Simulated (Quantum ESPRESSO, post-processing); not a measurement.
# Work-function anisotropy of Nb, part 2 of 2

Aim: the work function of the low-index faces of Nb, their order, and how far the functional matters.

Quantum ESPRESSO 7.5; plane-wave DFT, PBE, PseudoDojo norm-conserving pseudopotentials.

So far. Step 7 (Relaxation with pw.x of (100), PBE): The relaxation lowers the energy by 60 meV an atom. On the free atoms the largest force ends at 0.001 eV/Å. Step 11 (Electrostatic potential of (100)): On (100) the work function under PBEsol lies +0.09 eV from PBE's.

## Step 12: Relaxing the ions of (111), PBE

Level of this step: plane-wave DFT, PBE, GBRV ultrasoft pseudopotentials (Quantum ESPRESSO 7.5).

System of this step: Nb(111), 9 layers. The cell holds 9 atoms: 9 Nb. Cell: a = 4.667 Å, b = 4.667 Å, c = 23.621 Å, α = 90.0°, β = 90.0°, γ = 60.0°. It derives from Nb. Vacuum lies along c.

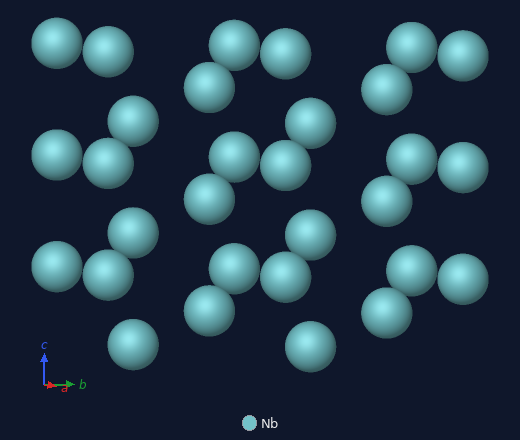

The cell of this step (niobium teal). 1×2×1 cells are drawn. Some periodic images of atoms are drawn too.

Contents of 111.relax.in:

```
&control
  prefix = '111.relax'
  outdir = './out'
  pseudo_dir = './pseudo'
  nstep = 40
  forc_conv_thr = 0.001
  calculation = 'relax'
/
&system
  ibrav = 0
  nat = 9
  ntyp = 1
  ecutwfc = 40
  ecutrho = 200
  occupations = 'smearing'
  smearing = 'mv'
  degauss = 0.02
/
&electrons
  conv_thr = 1e-07
  mixing_beta = 0.4
  electron_maxstep = 120
  mixing_mode = 'local-TF'
/
&ions
/
ATOMIC_SPECIES
  Nb  92.9064  nb_pbe_v1.uspp.F.UPF
CELL_PARAMETERS angstrom
  4.66690475583121 0.00000000000000 0.00000000000000
  2.33345237791561 4.04165807559224 0.00000000000000
  0.00000000000000 0.00000000000000 23.62102355330306
ATOMIC_POSITIONS crystal
  Nb  0.333333333300 0.333333333300 0.338681343844
  Nb  0.666666666700 0.666666666700 0.379011007883
  Nb  0.000000000000 0.000000000000 0.419340671922 0 0 0
  Nb  0.333333333300 0.333333333300 0.459670335961 0 0 0
  Nb  0.666666666700 0.666666666700 0.500000000000 0 0 0
  Nb  0.000000000000 0.000000000000 0.540329664039 0 0 0
  Nb  0.333333333300 0.333333333300 0.580659328078 0 0 0
  Nb  0.666666666700 0.666666666700 0.620988992117
  Nb  0.000000000000 0.000000000000 0.661318656156
K_POINTS automatic
  6 6 1 0 0 0
```

Run with:

```
$ OMP_NUM_THREADS=1 mpirun -n 4 pw.x -nk 2 -in 111.relax.in > 111.relax.out
```

It took 12 min on 4 MPI ranks of Arm Neoverse V2, shared host; peak memory 0.91 GiB; 47 min of CPU time.

Step by step:

```tsv
step	energy less that of the first step (eV)	largest force (eV/Å)
1	0.0000	1.7893
2	-0.1259	1.6196
3	-0.2503	1.4270
4	-0.4080	1.1149
5	-0.5723	0.5654
6	-0.6211	0.3801
7	-0.6326	0.3153
8	-0.6378	0.2529
9	-0.6423	0.1915
10	-0.6467	0.1008
11	-0.6483	0.0033
12	-0.6484	0.0002
```

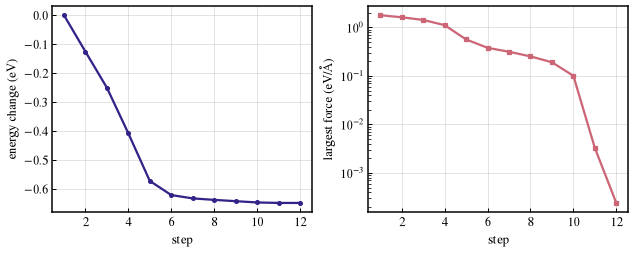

Energy and largest force along the relaxation.

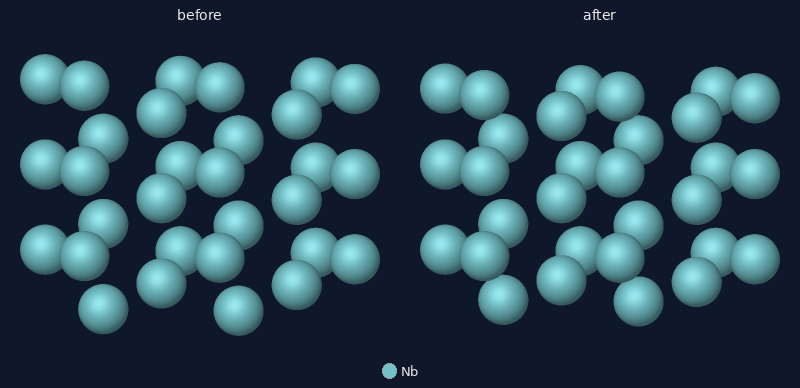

The structure before and after the relaxation, drawn at the same scale.

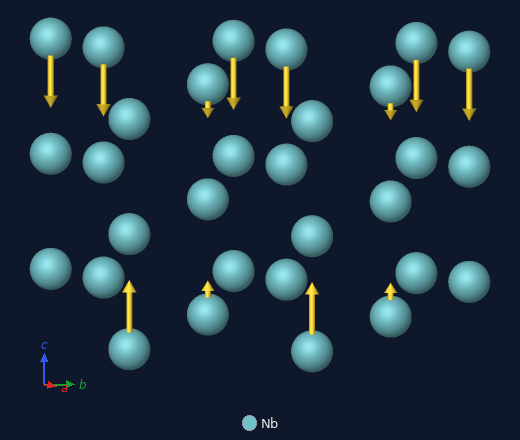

Displacements in the relaxation, exaggerated; the longest in the cell stands for 0.31 Å. 1×2×1 cells are drawn. Some periodic images of atoms are drawn too.

The atoms that moved most (Å):

```tsv
atom	dx	dy	dz	length
Nb1	0.000	0.000	0.312	0.312
Nb9	0.000	0.000	-0.312	0.312
Nb2	0.000	0.000	0.102	0.102
Nb8	0.000	0.000	-0.102	0.102
```

The relaxation lowers the energy by 72 meV an atom. On the free atoms the largest force ends at 0.000 eV/Å.

This step gave:

| Quantity | Value |
| --- | --- |
| free energy | -14435.3180 eV |
| Fermi energy | 4.278 eV |

## Step 13: Self-consistent run of (111), PBE

Level of this step: plane-wave DFT, PBE, PseudoDojo norm-conserving pseudopotentials (Quantum ESPRESSO 7.5).

Contents of 111.pbe.in:

```
&control
  prefix = '111.pbe'
  outdir = './out'
  pseudo_dir = './pseudo'
  calculation = 'scf'
  tprnfor = .true.
/
&system
  ibrav = 0
  nat = 9
  ntyp = 1
  ecutwfc = 74
  ecutrho = 296
  occupations = 'smearing'
  smearing = 'mv'
  degauss = 0.02
/
&electrons
  conv_thr = 1e-07
  mixing_beta = 0.4
  electron_maxstep = 120
  mixing_mode = 'local-TF'
/
ATOMIC_SPECIES
  Nb  92.9064  Nb.dojo-sr-pbe-0.4.1-standard.upf
CELL_PARAMETERS angstrom
  4.66690475583121 0.00000000000000 0.00000000000000
  2.33345237791561 4.04165807559224 0.00000000000000
  0.00000000000000 0.00000000000000 23.62102355330306
ATOMIC_POSITIONS crystal
  Nb  0.333333333300 0.333333333300 0.351900809500
  Nb  0.666666666700 0.666666666700 0.383310105300
  Nb  0.000000000000 0.000000000000 0.419340671900
  Nb  0.333333333300 0.333333333300 0.459670336000
  Nb  0.666666666700 0.666666666700 0.500000000000
  Nb  0.000000000000 0.000000000000 0.540329664000
  Nb  0.333333333300 0.333333333300 0.580659328100
  Nb  0.666666666700 0.666666666700 0.616689894700
  Nb  0.000000000000 0.000000000000 0.648099190500
K_POINTS automatic
  6 6 1 0 0 0
```

Run with:

```
$ OMP_NUM_THREADS=1 mpirun -n 4 pw.x -nk 2 -in 111.pbe.in > 111.pbe.out
```

Run time: 4.1 min. Hardware: 4 MPI ranks; peak memory 1.2 GiB.

Numbers from this step:

* free energy: -15248.2140 eV
* Fermi energy: 4.305 eV

## Step 14: Potential by pp.x of (111)

Contents of 111.pbe.pot.in:

```
&inputpp
  prefix = '111.pbe'
  outdir = './out'
  filplot = '111.pbe.pot.dat'
  plot_num = 11
/
```

Run with:

```
$ OMP_NUM_THREADS=1 mpirun -n 4 pp.x -in 111.pbe.pot.in > 111.pbe.pot.out
```

The job ended after 0.93 s (4 MPI ranks; peak memory 0.12 GiB).

This step gave:

- work function of the upper face: 3.718 eV
- slope of the potential above: 4.36e-4 eV/Å
- upper vacuum line continued to the top atoms, over the Fermi level: 3.715 eV
- work function of the lower face: 3.718 eV
- slope of the potential below: -3.28e-4 eV/Å
- lower vacuum line continued to the bottom atoms, over the Fermi level: 3.716 eV

The potential energy, planar mean oscillates, so the rows of the table below give means over windows of 0.94 Å about each position, cut where the curve ends. Its maxima inside the range that stand out by 2 % of the span (Å: eV): 9.54: -15.5, 10.39: -12.9, 11.34: -12.7, 12.28: -12.7, 13.23: -12.9, 14.08: -15.5. Its minima: 8.98: -18.8, 9.83: -17.0, 10.87: -16.3, 11.81: -16.3, 12.76: -16.3, 13.79: -17.0, 14.64: -18.8.

Electrostatic potential energy of an electron; zero at the Fermi level. Table of potential energy, planar mean by z; means over each step:

```tsv
z (Å)	potential energy, planar mean (eV)
0.47	3.72
1.41	3.72
2.35	3.72
3.29	3.72
4.23	3.71
5.17	3.69
6.11	3.49
7.05	1.92
7.99	-9.48
8.93	-17.8
9.87	-15.7
10.81	-14.6
11.75	-14.5
12.69	-14.6
13.63	-15.4
14.57	-17.6
15.51	-11.6
16.45	1.37
17.39	3.42
18.33	3.68
19.27	3.71
20.21	3.72
21.15	3.72
22.09	3.72
23.03	3.72
```

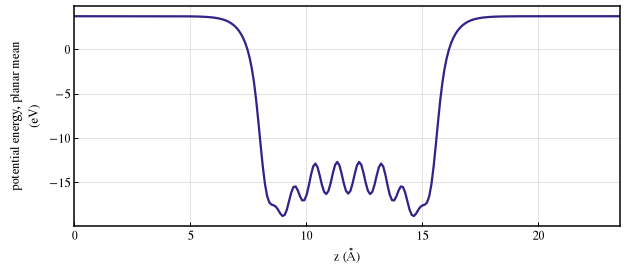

Potential energy, planar mean against z.

## Step 15: Self-consistent run of (111), PBEsol

Level of this step: plane-wave DFT, PBEsol, PseudoDojo norm-conserving pseudopotentials (Quantum ESPRESSO 7.5).

111.pbesol.in, as its differences from the input of step 13:

```diff
@@ -1,3 +1,3 @@
 &control
-  prefix = '111.pbe'
+  prefix = '111.pbesol'
   outdir = './out'
@@ -24,3 +24,3 @@
 ATOMIC_SPECIES
-  Nb  92.9064  Nb.dojo-sr-pbe-0.4.1-standard.upf
+  Nb  92.9064  Nb.dojo-sr-pbesol-0.4.1-standard.upf
 CELL_PARAMETERS angstrom
```

Run with:

```
$ OMP_NUM_THREADS=1 mpirun -n 4 pw.x -nk 2 -in 111.pbesol.in > 111.pbesol.out
```

Wall time 4 min (4 MPI ranks); peak memory 1.2 GiB.

This step gave:

```
free energy  : -15239.3057 eV
Fermi energy : 4.198 eV
```

## Step 16: Potential by pp.x of (111)

Contents of 111.pbesol.pot.in:

```
&inputpp
  prefix = '111.pbesol'
  outdir = './out'
  filplot = '111.pbesol.pot.dat'
  plot_num = 11
/
```

Run with:

```
$ OMP_NUM_THREADS=1 mpirun -n 4 pp.x -in 111.pbesol.pot.in > 111.pbesol.pot.out
```

The job ended after 0.93 s (4 MPI ranks; peak memory 0.15 GiB).

This step gave:

| Quantity | Value |
| --- | --- |
| work function of the upper face | 3.804 eV |
| slope of the potential above | 3.73e-4 eV/Å |
| upper vacuum line continued to the top atoms, over the Fermi level | 3.802 eV |
| work function of the lower face | 3.804 eV |
| slope of the potential below | -2.80e-4 eV/Å |
| lower vacuum line continued to the bottom atoms, over the Fermi level | 3.802 eV |

On (111) the work function under PBEsol lies +0.09 eV from PBE's.

## Step 17: The series side by side

All levels:

```tsv
level	work function (eV)	CPU time (s)
(110), PBE	4.533	987.4
(110), PBEsol	4.627	949.7
(100), PBE	3.59	513.6
(100), PBEsol	3.676	394.6
(111), PBE	3.718	976.8
(111), PBEsol	3.804	961.9
```

## Step 18: The arithmetic

For (110) under PBE, on the run's own zero: φ = 12.433 − (7.900) = 4.533 eV.

## Step 19: Summary of results

```json
{
 "work function of (110), PBE": "4.53 eV",
 "work function of (110), PBEsol": "4.63 eV",
 "work function of (100), PBE": "3.59 eV",
 "work function of (100), PBEsol": "3.68 eV",
 "work function of (111), PBE": "3.72 eV",
 "work function of (111), PBEsol": "3.80 eV"
}
```

In words: Under PBE the work functions are 4.53 eV on (110), 3.72 eV on (111) and 3.59 eV on (100). In order of packing, from 7.70 to 18.86 Å² an atom, the faces are (110), (100) and (111). The work function doesn't follow that order throughout, so smoothing alone doesn't explain it; the states near the Fermi level, surface states and relaxation differ from face to face. PBEsol lies +0.09 to +0.09 eV from PBE on the same atoms, nearly a rigid shift. The top two spacings change by -3.7 and +1.0 % on (110), -13.2 and +2.5 % on (100) and -22.1 and -10.7 % on (111). The slabs are thin and unreconstructed, at the tabulated lattice constant; thickness and mesh leave some 0.05 to 0.1 eV open.

Computed beside measured:

```
                   quantity  measured              PBE           PBEsol
work function of (110) (eV)      4.63  4.53 (-0.10 eV)  4.63 (-0.00 eV)
work function of (100) (eV)      3.97  3.59 (-0.38 eV)  3.68 (-0.29 eV)
work function of (111) (eV)      4.08  3.72 (-0.36 eV)  3.80 (-0.28 eV)
```

Measured values from arxiv:1902.07811 (2019).

How well it matches: The grades are ours: good and fair within 3 and 7 % for the work function of (110), 3 and 7 % for the work function of (100) and 3 and 7 % for the work function of (111). Other measurements of the same face can differ from the value quoted by 0.1 to 0.2 eV.

[Logs are printed without paths, hosts, clocks, repeated set-up lines and the standing remarks that a program may print on its own settings, such as how far it seeks lower states.]

[Hosts, paths, dates, database ids (printed as entryN), source tags and the programs' standing remarks are cut or masked in the printed files.]

[Maps of the electrostatic potential energy from Ansatz leave out the sawtooth potential of an applied field or a dipole correction, so their vacuum need not be flat; planar profiles and work functions include it.]
